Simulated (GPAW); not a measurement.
GaP (F-43m): refractive index against wavelength

The refractive index of GaP (F-43m) below the direct gap (1.69 eV on the mesh) is read from one computed spectrum, n = √(Re ε).

Cell: a, b, c = 3.854, 3.854, 3.854 Å (primitive vectors), 2 atoms.

Method: GPAW 26.7.0, LDA, RPA, k-mesh 16×16×16, local fields up to 50 eV, Lorentzian half width 0.1 eV.

Launch of the response step: `OMP_NUM_THREADS=1 python df.py`. The run took 60 s, its band step included, on 1 thread of Arm Neoverse V1, on a shared host.

```tsv
wavelength (nm)	photon energy E (eV)	n
3000	0.413	3.2166
2000	0.620	3.2380
1550	0.800	?
1310	0.946	3.2928
1064	1.165	3.3481
```

In the single-oscillator model n² − 1 = E₀E_d/(E₀² − E²), so 1/(n² − 1) = E₀/E_d − E²/(E₀E_d) is linear in E².

Working, on the rows shown:

| x = E² (eV²) | y = 1/(n² − 1) |
| --- | --- |
| 0.170801 | 0.106992 |
| 0.384302 | 0.105434 |
| 0.895757 | 0.1016 |
| 1.35784 | 0.0979454 |

Means: x̄ = 0.70218, ȳ = 0.10299. Σ(x − x̄)(y − ȳ) = -0.00648, Σ(x − x̄)² = 0.8508. Slope = -0.00648 / 0.8508 = -0.007616; intercept = ȳ − slope · x̄ = 0.10834. Turned back into n, the line misses the rows shown by at most 0.0012.

**Question.** Predict the last column of the withheld row from the fit.

**Answer.** At x = 0.63984 the line gives y = 0.10347, that is 3.2657. The run gave 3.2647, so the interpolation is off by 0.001, 0.8 % of the range in the table.

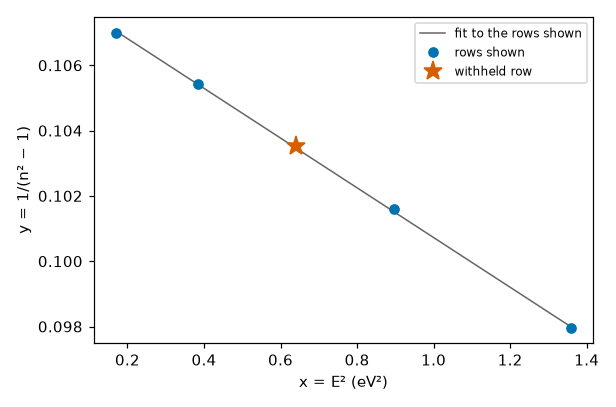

Refitted with all rows, the slope is -0.007621 and the intercept 0.10836. These give E₀ = √(intercept/−slope) = 3.77 eV and E_d = E₀/intercept = 34.8 eV; E₀ is 2.2 times the direct gap. The electronic limit at long wavelengths, without lattice vibrations, is n = √(1 + 1/intercept) = 3.198. Excitons are left out; LDA gaps are as a rule too small. The values come from a sum over the points of one k-mesh and carry its error, which grows as the direct gap shrinks. Spin-orbit coupling is left out.

[Logs are printed without paths, hosts, clocks, repeated set-up lines and the standing remarks that a program may print on its own settings, such as how far it seeks lower states.]
